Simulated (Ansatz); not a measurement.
**Geometry relaxation of ZnO (part 2 of 2)**

The same run, continued: ZnO (4 atoms in the cell); DFT PBE, scalar-relativistic, plane waves, PAW, no spin polarisation (Ansatz 0.2.0); cutoff 420 eV, 12×12×6 k-mesh, Gaussian smearing of 0.02 eV. The structure derives from a Materials Project entry.

Geometry of the input (Å; fractional positions):
```
3.2374  0.0000  0.0000
-1.6187  2.8036  0.0000
0.0000  0.0000  5.2221
Zn 0.6667  0.3333  0.5006
Zn 0.3333  0.6667  0.0006
O  0.6667  0.3333  0.8797
O  0.3333  0.6667  0.3797
```

## Log, continued
```
SCF iter   1: F=—  HF=-7773.693102 eV  |F-HF|=—  |Δ(HF+E_count)|=         —  Δρ=2.12e-5  dr2=4.96e-8  ethr=1.47e-7  ⟨swp⟩=3.1  Hψ=11952  notcnv=0
preconditioner: auto → Resta (q_TF=auto, 2.589 Å⁻¹)  ε∞=7.5  [insulator: Δε(μ)=0.744 eV  Ē_g=12.457 eV  σ=0.020 eV  W_gap=1.00  n_scr=22 (ndim 8)  ℏωp=31.7 eV  f_vac=0.043  D(μ)=0.00/eV (n_scr^D=0)  ε∞_Penn≈7.5]
SCF iter   2: F=—  HF=-7773.693137 eV  |F-HF|=—  |Δ(HF+E_count)|=   3.53e-5  Δρ=1.57e-5  dr2=4.62e-8  ethr=1.38e-10  ⟨swp⟩=2.3  Hψ=3160  notcnv=0
SCF iter   3: F=—  HF=-7773.693137 eV  |F-HF|=—  |Δ(HF+E_count)|=   1.99e-8  Δρ=4.96e-6  dr2=5.71e-9  ethr=1.28e-10  ⟨swp⟩=2.1  Hψ=2675  notcnv=0
SCF iter   4: F=—  HF=-7773.693137 eV  |F-HF|=—  |Δ(HF+E_count)|=   5.99e-9  Δρ=1.47e-6  dr2=6.21e-10  ethr=1.59e-11  ⟨swp⟩=2.0  Hψ=2992  notcnv=0
SCF iter   5: F=—  HF=-7773.693137 eV  |F-HF|=—  |Δ(HF+E_count)|=  6.99e-10  Δρ=7.79e-7  dr2=3.59e-10  ethr=1.72e-12  ⟨swp⟩=2.0  Hψ=2881  notcnv=0
SCF iter   6: F=—  HF=-7773.693137 eV  |F-HF|=—  |Δ(HF+E_count)|=  5.52e-10  Δρ=4.58e-7  dr2=7.38e-11  ethr=1.00e-12  ⟨swp⟩=2.0  Hψ=2972  notcnv=0
SCF iter   7: F=-7773.693137 eV  HF=-7773.693137 eV  |F-HF|=4.55e-12  |Δ(HF+E_count)|=  3.91e-11  Δρ=1.27e-7  dr2=5.79e-12  ethr=1.00e-12  ⟨swp⟩=5.3  Hψ=7616  notcnv=0
SCF 8 converged in 7 iterations: F = -7773.693137 eV  dr2 = 5.79e-12
relax step   8: F+E_penalty+E_count = -7773.69313695 eV  Δ(F+E_penalty+E_count) = -4.394e-4 eV  max|allowed force component| = 3.205e-4 eV/Å  Δτ_max = 0.0000 Å  P = +0.019 GPa  Ω = 49.299 Å³  stress off target by 2.21e-2 GPa  SCF on the basis re-selected at this cell (its energy is not comparable with the rows above)  (7 SCF iters)
```

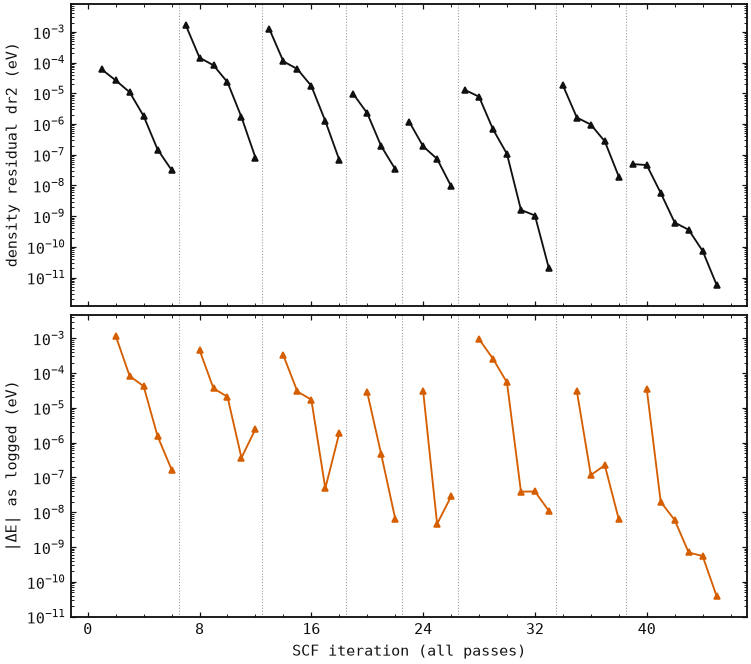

Figure 1. Convergence of the self-consistent field: density residual dr2 and size of the energy change against the SCF iteration. The dotted lines part the SCF passes of the relaxation: geometry steps, rejected trials and re-solves on a re-selected basis. The 8 passes take 4 to 7 iterations each, 45 in all.

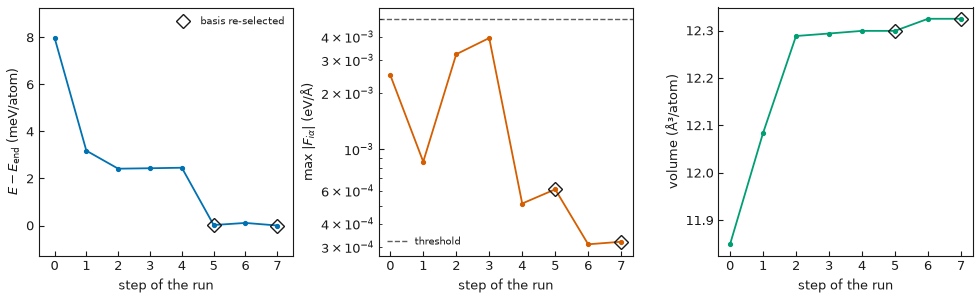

Figure 2. Progress of the relaxation, step by step (the first geometry is step 0 here and step 1 in the log).

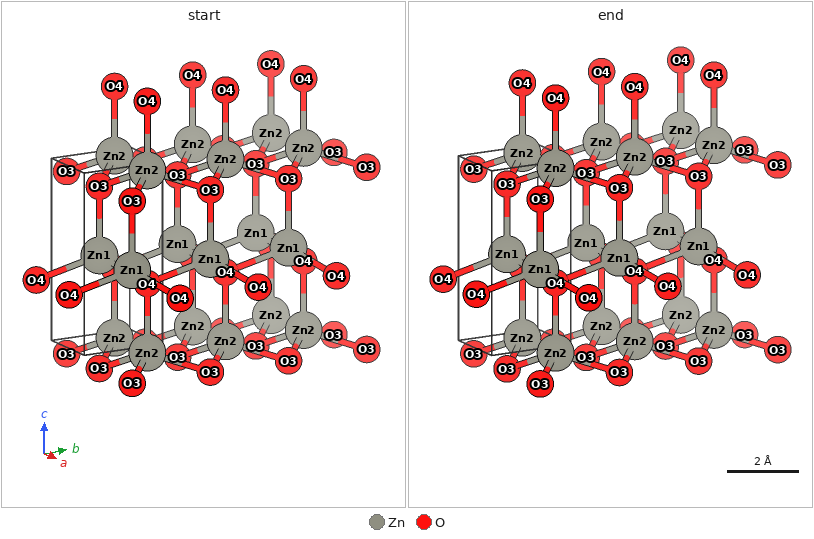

Figure 3. Before (left) and after (right) the relaxation, at one scale (ball-and-stick view of the cell of the calculation, repeated 2 × 3 × 1, with bonded neighbours outside it, seen slightly off an axis). The energy falls by 7.9 meV per atom in 5 geometry steps. The largest force component goes from 0.0025 to 0.00032 eV/Å. The pressure goes from 5.55 to 0.02 GPa. 1 further SCF at an unchanged geometry re-selected the plane-wave basis for the new cell. The atoms keep their places relative to the cell (all moves are under 0.005 Å). The drawn cell changes as follows: a = b 3.237 → 3.279 Å (+1.3 %), c 5.222 → 5.293 Å (+1.4 %); the volume changes by +4.0 %. Among the contacts that change: Zn1–O3 1.980 → 2.007 Å, Zn1–O4 1.973 → 1.999 Å. The space group stays P6_3mc (No. 186). The energy change given includes the shifts at the re-selections in mid-walk, which come without any move. A last SCF at the same geometry on a re-selected plane-wave basis shifts the energy by −0.1 meV per atom. (Atoms are counted from 1 in the order of the input.)

```
basis re-selected at this cell: Δ(F+E_penalty+E_count) = -4.394e-4 eV, ΔP = +0.006 GPa vs the last step (what re-selecting the basis moved, of the pressure what is left beyond the Pulay correction that the steps carried, after the strain that the cell walked since its last selection, with what the two solves' SCF thresholds leave and, on support functions, any second-order correction that the steps lacked; it is no measure of the basis error at this ecutwfc). This SCF's stress stands 2.21e-2 GPa from its target on what of the cell is left free (relax.cell.stress_tol is 5.00e-2 GPa) and its largest allowed force component is 3.21e-4 eV/Å (relax.f_tol is 5.00e-3 eV/Å): within both
SCF converged after 7 iterations
Free energy (F): -7773.693137 eV
Harris-Foulkes:  -7773.693137 eV  (|F-HF|=4.55e-12)
Internal energy: -7773.693137 eV  (E = F + TS)
E sigma→0 (E₀):  -7773.693137 eV
Fermi energy:    7.081713 eV
--- Per-component energies (eV) ---
  E_band       = 50.931276
  E_kinetic    = 610.042665
  E_local      = -4055.916818  (includes V_loc(G=0)·N_el)
  E_nonlocal   = 1335.254708
  E_hartree    = 1665.232508
  E_xc         = -419.302799
  E_vxc        = -288.965589  (∫ρ·V_xc dr)
  E_paw        = -3980.682595  (= ΣΔE_a)
  E_vpaw       = -879.952909  (= ΣTr[D̂ρ^β])
  E_aug_tail   = 0.004160  (compensation charges beyond the density's cutoff)
  E_ewald      = -2928.324966
  E_smearing   = -0.000000  (= −TS)
  E_closure    = -0.000000  (closes the sum)
  Σ components = -7773.693137   (vs F -7773.693137, Δ=0.00e0)
--- Forces (eV/Å), atoms counted from 1 ---
  atom   1  Zn    -0.00000000     0.00000000     0.00032127
  atom   2  Zn    -0.00000000    -0.00000000     0.00032127
  atom   3  O      0.00000000    -0.00000000    -0.00031975
  atom   4  O     -0.00000000     0.00000000    -0.00031975
  max |Σ_I F_I| component: 3.03e-6 eV/Å
--- Stress (GPa, compression-positive) ---
        0.017578       0.000000       0.000000
        0.000000       0.017578       0.000000
        0.000000       0.000000       0.022078
  P = ⅓ Tr σ = 0.0191 GPa (0.191 kbar)
--- Band table (eV; the first three rows and the last of 76) ---
  k-point 0: bands = ["-11.0935", "-10.4243", "1.1639", "1.1639", "1.2034", "1.3425", "1.3456", "1.3456", "2.2383", "2.2383", "2.4304", "2.4304", "2.6972", "5.9592", "5.9592", "6.6301", "6.7094", "6.7094", "7.4536", "11.8239", "14.7862", "19.4659"]
  k-point 1: bands = ["-11.0509", "-10.4714", "1.1599", "1.1706", "1.1706", "1.2089", "1.3273", "1.3273", "2.2559", "2.2559", "2.4228", "2.4228", "3.0146", "6.0106", "6.0106", "6.0674", "6.6604", "6.6604", "8.0998", "11.5895", "14.9987", "19.4718"]
  k-point 2: bands = ["-10.9328", "-10.5984", "1.0399", "1.0642", "1.1926", "1.1926", "1.2823", "1.2823", "2.3005", "2.3005", "2.3976", "2.3976", "3.6957", "5.2801", "6.1500", "6.1500", "6.5256", "6.5256", "9.0867", "10.9621", "15.6185", "18.0256"]
  k-point 75: bands = ["-10.2932", "-10.2932", "1.1889", "1.1889", "1.3857", "1.3857", "1.8924", "1.8924", "2.2468", "2.2468", "2.7243", "2.7243", "3.0727", "3.0727", "4.1311", "4.1311", "5.5253", "5.5253", "14.5149", "14.5149", "14.6710", "14.6710"]
--- Relaxed structure (6 steps of the walk, 6 accepted, 2 SCFs on fresh bases) ---
  F+E_penalty+E_count = -7773.69313695 eV   max|allowed force component| = 3.205e-4 eV/Å   (the final SCF, on the basis selected at the relaxed cell)
  cell:  # Å, volume = 49.2990 Å³
    - [3.2793907744087982, -1.349887535609602e-34, 4.782943933968872e-18]
    - [-1.6396953872043991, 2.8400357195743426, -2.3914719669844368e-18]
    - [7.715204881367118e-18, 3.7054173208678258e-34, 5.293233176511035]
  atoms:
    - { symbol: Zn, position: [0.6666666666666666, 0.33333333333333337, 0.5006044111990617] }
    - { symbol: Zn, position: [0.33333333333333337, 0.6666666666666667, 0.0006044111990617212] }
    - { symbol: O, position: [0.6666666666666666, 0.33333333333333337, 0.8797055888009384] }
    - { symbol: O, position: [0.33333333333333337, 0.6666666666666667, 0.37970558880093824] }
```

## Trajectory as extended XYZ (Å, eV, eV/Å), 8 frames, from step=1 to step=8
```
4
Lattice="3.2374 0.0000 0.0000 -1.6187 2.8036 0.0000 0.0000 0.0000 5.2221" Properties=species:S:1:pos:R:3:forces:R:3 step=1 energy=-7773.66117 pressure_GPa=5.55
Zn    1.6187    0.9345    2.6141    0.0000   0.0000  -0.0025
Zn    0.0000    1.8691    0.0031    0.0000   0.0000  -0.0025
O     1.6187    0.9345    4.5939    0.0000   0.0000   0.0025
O     0.0000    1.8691    1.9829    0.0000   0.0000   0.0025
4
Lattice="3.2572 0.0000 0.0000 -1.6286 2.8209 0.0000 0.0000 0.0000 5.2605" Properties=species:S:1:pos:R:3:forces:R:3 step=2 energy=-7773.68041 pressure_GPa=2.54
Zn    1.6286    0.9403    2.6340    0.0000   0.0000  -0.0008
Zn    0.0000    1.8806    0.0038    0.0000   0.0000  -0.0008
O     1.6286    0.9403    4.6271    0.0000   0.0000   0.0009
O     0.0000    1.8806    1.9969    0.0000   0.0000   0.0009
4
Lattice="3.2754 0.0000 0.0000 -1.6377 2.8366 0.0000 0.0000 0.0000 5.2904" Properties=species:S:1:pos:R:3:forces:R:3 step=3 energy=-7773.68347 pressure_GPa=0.13
Zn    1.6377    0.9455    2.6491    0.0000   0.0000  -0.0032
Zn    0.0000    1.8911    0.0040    0.0000   0.0000  -0.0032
O     1.6377    0.9455    4.6532    0.0000   0.0000   0.0032
O     0.0000    1.8911    2.0080    0.0000   0.0000   0.0032
4
Lattice="3.2763 0.0000 0.0000 -1.6382 2.8374 0.0000 0.0000 0.0000 5.2897" Properties=species:S:1:pos:R:3:forces:R:3 step=4 energy=-7773.68340 pressure_GPa=0.08
Zn    1.6382    0.9458    2.6479    0.0000   0.0000   0.0040
Zn    0.0000    1.8916    0.0031    0.0000   0.0000   0.0040
O     1.6382    0.9458    4.6535    0.0000   0.0000  -0.0039
O     0.0000    1.8916    2.0087    0.0000   0.0000  -0.0039
4
Lattice="3.2772 0.0000 0.0000 -1.6386 2.8381 0.0000 0.0000 0.0000 5.2894" Properties=species:S:1:pos:R:3:forces:R:3 step=5 energy=-7773.68331 pressure_GPa=0.01
Zn    1.6386    0.9460    2.6478    0.0000   0.0000   0.0005
Zn    0.0000    1.8921    0.0031    0.0000   0.0000   0.0005
O     1.6386    0.9460    4.6531    0.0000   0.0000  -0.0005
O     0.0000    1.8921    2.0085    0.0000   0.0000  -0.0005
4
Lattice="3.2772 0.0000 0.0000 -1.6386 2.8381 0.0000 0.0000 0.0000 5.2894" Properties=species:S:1:pos:R:3:forces:R:3 step=6 energy=-7773.69305 pressure_GPa=0.29
Zn    1.6386    0.9460    2.6478    0.0000   0.0000   0.0006
Zn    0.0000    1.8921    0.0031    0.0000   0.0000   0.0006
O     1.6386    0.9460    4.6531    0.0000   0.0000  -0.0006
O     0.0000    1.8921    2.0085    0.0000   0.0000  -0.0006
4
Lattice="3.2794 0.0000 0.0000 -1.6397 2.8400 0.0000 0.0000 0.0000 5.2932" Properties=species:S:1:pos:R:3:forces:R:3 step=7 energy=-7773.69270 pressure_GPa=0.01
Zn    1.6397    0.9467    2.6498    0.0000   0.0000   0.0003
Zn    0.0000    1.8934    0.0032    0.0000   0.0000   0.0003
O     1.6397    0.9467    4.6565    0.0000   0.0000  -0.0003
O     0.0000    1.8934    2.0099    0.0000   0.0000  -0.0003
4
Lattice="3.2794 0.0000 0.0000 -1.6397 2.8400 0.0000 0.0000 0.0000 5.2932" Properties=species:S:1:pos:R:3:forces:R:3 step=8 energy=-7773.69314 pressure_GPa=0.02
Zn    1.6397    0.9467    2.6498    0.0000   0.0000   0.0003
Zn    0.0000    1.8934    0.0032    0.0000   0.0000   0.0003
O     1.6397    0.9467    4.6565    0.0000   0.0000  -0.0003
O     0.0000    1.8934    2.0099    0.0000   0.0000  -0.0003
```

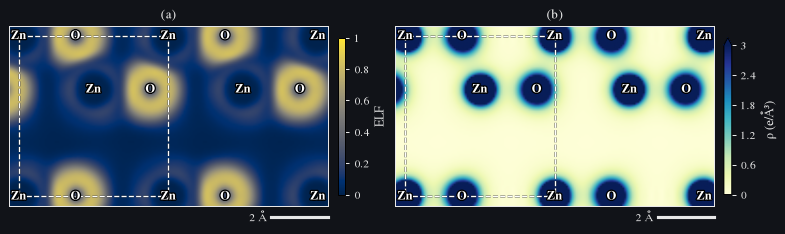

Figure 4. (a) electron localisation function; (b) valence electron density on the (110) plane of the conventional cell. Atoms in the plane: Zn and O. Zn–O (2.00 Å): the density is about 0.57 e/Å³ at the midpoint; the ELF is about 0.25 at the midpoint. Away from the nuclei the density in this plane falls to 0.02 e/Å³ at its lowest. In a PAW calculation such maps are meaningful between the atoms, not at the nuclei.

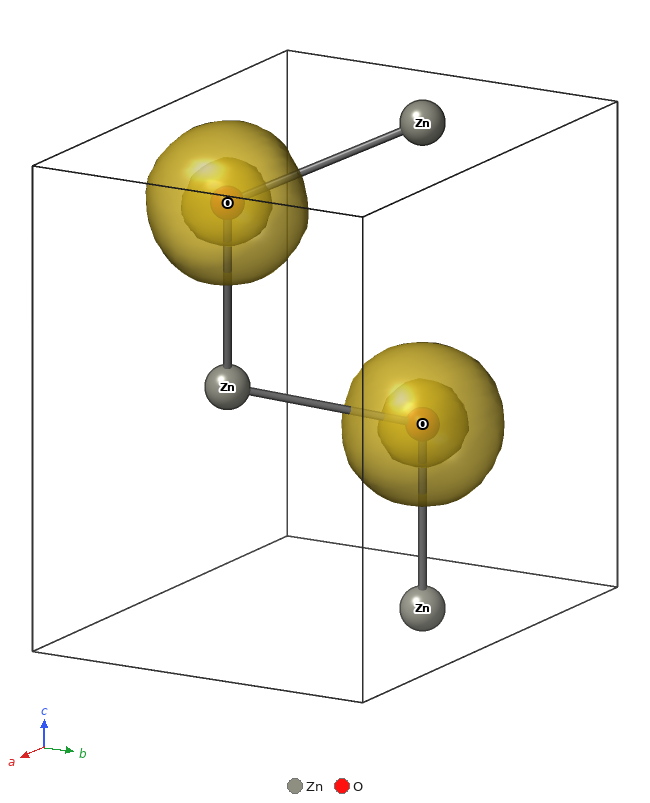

Figure 5. Isosurface of the ELF at 0.75 (yellow), seen at an oblique angle. Core shells and regions of very low density are left out. Sticks mark near contacts. The outline is the cell set on symmetry axes. Along the contacts the grid gives the following. Zn–O (2.00 Å): the ELF is about 0.25 at the midpoint.
